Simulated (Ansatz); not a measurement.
System: Hf7O16 (cell with a defect).

Input file:

```
crystal:
  lattice:
    - [4.2172845437, 0.0, 5.1949679113]
    - [-5.0956762395, 5.1770571806, 0.0019234373]
    - [-5.0956762395, -5.1770571806, 0.0019234373]
  atoms:
    - { symbol: Hf, position: [0.7081795841, 0.4440393402, 0.986993507] }
    - { symbol: Hf, position: [0.7918204159, 0.013006493, 0.0559606598] }
    - { symbol: Hf, position: [0.7918204159, 0.513006493, 0.5559606598] }
    - { symbol: Hf, position: [0.2918204159, 0.5559606598, 0.013006493] }
    - { symbol: Hf, position: [0.2918204159, 0.0559606598, 0.513006493] }
    - { symbol: Hf, position: [0.2081795841, 0.486993507, 0.4440393402] }
    - { symbol: Hf, position: [0.2081795841, 0.986993507, 0.9440393402] }
    - { symbol: O, position: [0.9791821414, 0.1386786441, 0.390713792], spin: 0.286 }
    - { symbol: O, position: [0.9799930223, 0.6373375156, 0.8955208615] }
    - { symbol: O, position: [0.5209256318, 0.5976525776, 0.3633531637], spin: 0.286 }
    - { symbol: O, position: [0.5200069777, 0.1044791385, 0.8626624844] }
    - { symbol: O, position: [0.0200069777, 0.3626624844, 0.1044791385] }
    - { symbol: O, position: [0.0178769755, 0.8639042122, 0.5957963054], spin: 0.286 }
    - { symbol: O, position: [0.481055956, 0.901143227, 0.1327381198], spin: 0.286 }
    - { symbol: O, position: [0.4799930223, 0.3955208615, 0.6373375156] }
    - { symbol: O, position: [0.3422919813, 0.8096438783, 0.468460443], spin: 0.286 }
    - { symbol: O, position: [0.3408778816, 0.3034924024, 0.9661506019] }
    - { symbol: O, position: [0.1591221184, 0.5338493981, 0.6965075976] }
    - { symbol: O, position: [0.1591221184, 0.0338493981, 0.1965075976] }
    - { symbol: O, position: [0.6591221184, 0.6965075976, 0.0338493981] }
    - { symbol: O, position: [0.6632295013, 0.1976327369, 0.5309509123], spin: 0.286 }
    - { symbol: O, position: [0.8371733497, 0.9675615803, 0.7955220753], spin: 0.286 }
    - { symbol: O, position: [0.8408778816, 0.4661506019, 0.3034924024] }
  host:
    lattice:
      - [5.0956762395, 0.0, -0.0019234373]
      - [0.0, 5.1770571806, 0.0]
      - [-0.8783916959, 0.0, 5.1968913486]
    atoms:
      - { symbol: Hf, position: [0.2771467369, 0.4570458332, 0.7081795841] }
      - { symbol: Hf, position: [0.7228532631, 0.9570458332, 0.7918204159] }
      - { symbol: Hf, position: [0.7228532631, 0.5429541668, 0.2918204159] }
      - { symbol: Hf, position: [0.2771467369, 0.0429541668, 0.2081795841] }
      - { symbol: O, position: [0.4471346452, 0.7418166541, 0.9799930223] }
      - { symbol: O, position: [0.5528653548, 0.2418166541, 0.5200069777] }
      - { symbol: O, position: [0.5528653548, 0.2581833459, 0.0200069777] }
      - { symbol: O, position: [0.4471346452, 0.7581833459, 0.4799930223] }
      - { symbol: O, position: [0.0712348773, 0.3373418005, 0.3408778816] }
      - { symbol: O, position: [0.9287651227, 0.8373418005, 0.1591221184] }
      - { symbol: O, position: [0.9287651227, 0.6626581995, 0.6591221184] }
      - { symbol: O, position: [0.0712348773, 0.1626581995, 0.8408778816] }
basis:
  ecutwfc: 420
  xc_grid: 2
kpoints:
  mp_grid: { grid: [2, 2, 2], shift: [0.5, 0.5, 0.5] }
hamiltonian:
  xc: pbesol
scf:
  occupations: { method: gaussian, width: 0.02 }
  lower_state_search: "off"
output:
  forces: true
  stress: false
  eigenvalues: true
  populations: true
  charged_corrections:
    defect_position: [0.70817958, 0.94403934, 0.48699351]
    epsilon: [[20.6256, 0.0, 1.3529], [0.0, 18.8206, 0.0], [1.3529, 0.0, 15.2574]]
  write_density: true
  write_potential: true
  elf: true
  volumetric_format: npy
magnetization:
  spin_polarized: true
relax:
  adjacent_minimum: "off"
  f_tol: 0.03
  max_steps: 40
```

Run with:

```sh
ansatz run input.yaml --threads 8 --pin off --max-ram 16384MiB --backend cpu --events-out ev --progress --plain --runs-dir out
```

The fields are those of the run's last geometry, not of the input's.

Spin-polarised.

Method: Ansatz, DFT PBEsol, scalar-relativistic, plane waves, PAW.

### What will maps of the valence pseudo-density, electron localisation function and spin density show?

Hf–O (2.06 Å): the density is about 0.82 e/Å³ at the midpoint; the ELF peaks at about 0.85 in the valence shell of O, 0.6 Å from its nucleus, and drops to about 0.20 between the two atoms (no localised pair shows between them).
Hf–O (2.08 Å): ρ at the midpoint is about 0.78 e/Å³; the ELF peaks at about 0.85 in the valence shell of O, 0.6 Å from its nucleus, and drops to about 0.20 between the two atoms (no shared electron pair shows on this line).
The spin density sits on O: +0.7 μB (×3) in one cell of 23 atoms, with smaller moments on other sites: O (up to +0.29 μB): parallel main moments (a ferromagnetic arrangement) in this solution. The cell of the calculation (23 atoms) carries 4.0 μB of net spin moment.

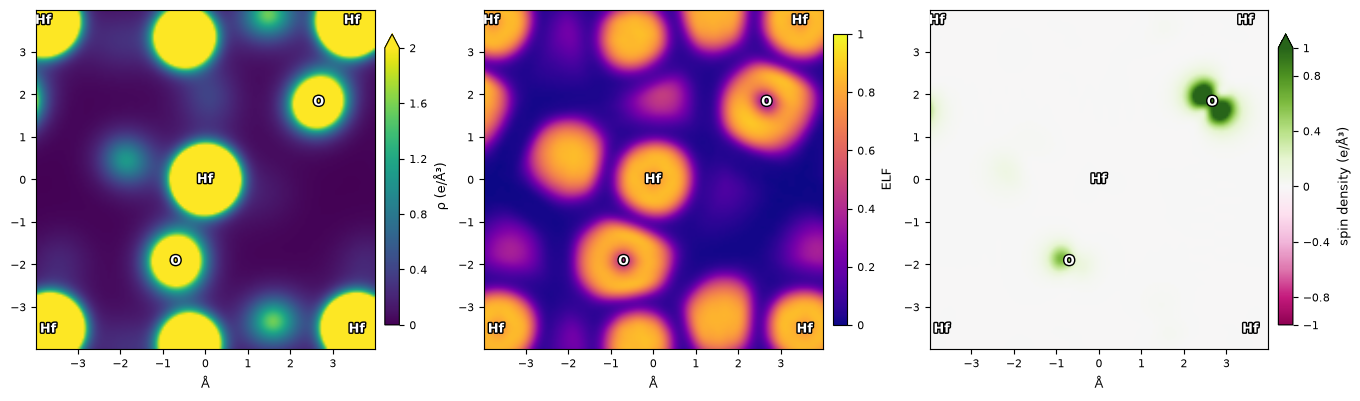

Computed valence pseudo-density, electron localisation function and spin density on the (100) plane of the calculation cell, in this order. Atoms just off the plane (Hf, 0.4 Å away and O, 0.6 Å away) can leave unmarked features too.

In a PAW calculation such maps are meaningful between the atoms, not at the nuclei.
